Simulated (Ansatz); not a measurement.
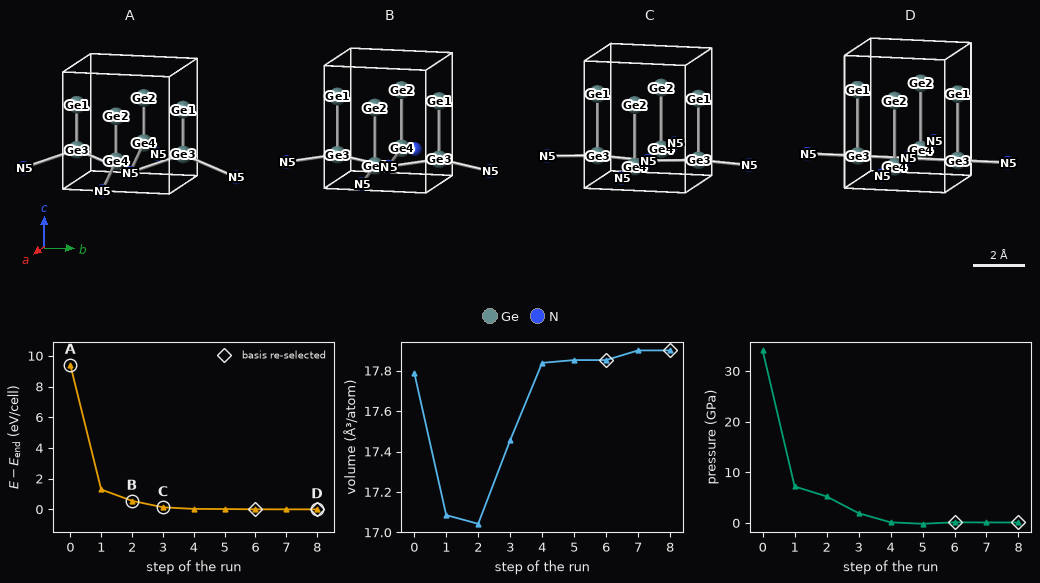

Frames of a relaxation of crystalline Ge4N (a generated structure, set up in P4mm) (coarse preliminary run), marked on the history of the run. The picture is a ball-and-stick view of the cell of the calculation, seen slightly off an axis.

These are results of DFT PBE, scalar-relativistic, plane waves, PAW (Ansatz), not measurements.

Input
```yaml
crystal:
  lattice:
    - [4.34661209, 0.0, 0.0]
    - [0.0, 4.34661209, 0.0]
    - [0.0, 0.0, 4.70819984]
  atoms:
    - { symbol: Ge, position: [0.5, 0.0, 0.64204492] }
    - { symbol: Ge, position: [0.0, 0.5, 0.64204492] }
    - { symbol: Ge, position: [0.5, 0.0, 0.25855132] }
    - { symbol: Ge, position: [0.0, 0.5, 0.25855132] }
    - { symbol: "N", position: [0.5, 0.5, 0.08309769] }
basis:
  ecutwfc: 420
kpoints:
  mp_grid: { grid: [4, 4, 4] }
hamiltonian:
  xc: pbe
scf:
  occupations: { method: gaussian, width: 0.1 }
  lower_state_search: "off"
output:
  forces: true
  stress: true
  eigenvalues: true
relax:
  adjacent_minimum: "off"
  f_tol: 0.04
  max_steps: 70
  cell: { stress_tol: 0.4 }
```

Command:
```bash
ansatz run input.yaml --threads 1 --pin off --max-ram 2560MiB --backend cpu --events-out ev --progress --plain --runs-dir out
```

### What happens along the run?

The energy falls by 9.416 eV per cell of the calculation in 6 accepted moves (8 points after the start). Largest force component: 19 eV/Å at the start, 0.00098 eV/Å at the end. The pressure goes from 34.09 to 0.11 GPa. At 2 points the geometry stayed and the basis and grid were re-selected for the new cell (energy shift of 18.4 meV per cell of the calculation at most each time). The atom that moves furthest relative to the cell is N5 (0.50 Å along +c). By element the largest moves are N 0.50 Å, Ge 0.44 Å. The drawn cell changes as follows: a = b 4.347 → 4.097 Å (−5.7 %), c 4.708 → 5.331 Å (+13.2 %); the volume changes by +0.6 %. Some distances before and after: Ge1–Ge3 1.806 → 2.665 Å, Ge3–N5 2.325 → 2.049 Å. Bond angles that change, for instance: Ge3–N5–Ge3 138.4° → 180.0°, N5–Ge3–N5 138.4° → 180.0°, Ge1–Ge3–N5 110.8° → 90.0°. The space group (tolerance 0.01 Å) goes from P4mm (No. 99) to P4/mmm (No. 123). Cost: 84 s on 1 thread of Arm Neoverse N1, with other jobs on the host, peak memory 0.33 GiB. From step 0 to 2: Ge atoms move most (0.28 Å), volume −4.2 %, energy −8.859 eV per cell of the calculation. From step 2 to 3: N5 moves most (0.21 Å), volume +2.4 %, energy −0.422 eV per cell of the calculation. From step 3 to 8: N5 moves most (0.06 Å), volume +2.5 %, energy −0.134 eV per cell of the calculation.

```json
{"step": "0", "E − E(0), meV/atom": "0.00", "largest force component, eV/Å": "19.4101", "pressure, GPa": "34.09", "volume, Å³/atom": "17.790", "note": ""}
{"step": "1", "E − E(0), meV/atom": "-1624.10", "largest force component, eV/Å": "2.9899", "pressure, GPa": "7.23", "volume, Å³/atom": "17.086", "note": ""}
{"step": "2", "E − E(0), meV/atom": "-1771.76", "largest force component, eV/Å": "1.6713", "pressure, GPa": "5.25", "volume, Å³/atom": "17.043", "note": ""}
{"step": "3", "E − E(0), meV/atom": "-1856.23", "largest force component, eV/Å": "0.6483", "pressure, GPa": "1.95", "volume, Å³/atom": "17.456", "note": ""}
{"step": "4", "E − E(0), meV/atom": "-1877.28", "largest force component, eV/Å": "0.0875", "pressure, GPa": "0.15", "volume, Å³/atom": "17.839", "note": ""}
{"step": "5", "E − E(0), meV/atom": "-1878.91", "largest force component, eV/Å": "0.0047", "pressure, GPa": "-0.15", "volume, Å³/atom": "17.853", "note": ""}
{"step": "6", "E − E(0), meV/atom": "-1882.60", "largest force component, eV/Å": "0.0047", "pressure, GPa": "0.15", "volume, Å³/atom": "17.853", "note": "same geometry, new basis"}
{"step": "7", "E − E(0), meV/atom": "-1883.07", "largest force component, eV/Å": "0.0010", "pressure, GPa": "0.11", "volume, Å³/atom": "17.900", "note": ""}
{"step": "8", "E − E(0), meV/atom": "-1883.11", "largest force component, eV/Å": "0.0010", "pressure, GPa": "0.11", "volume, Å³/atom": "17.900", "note": "same geometry, new basis"}
```
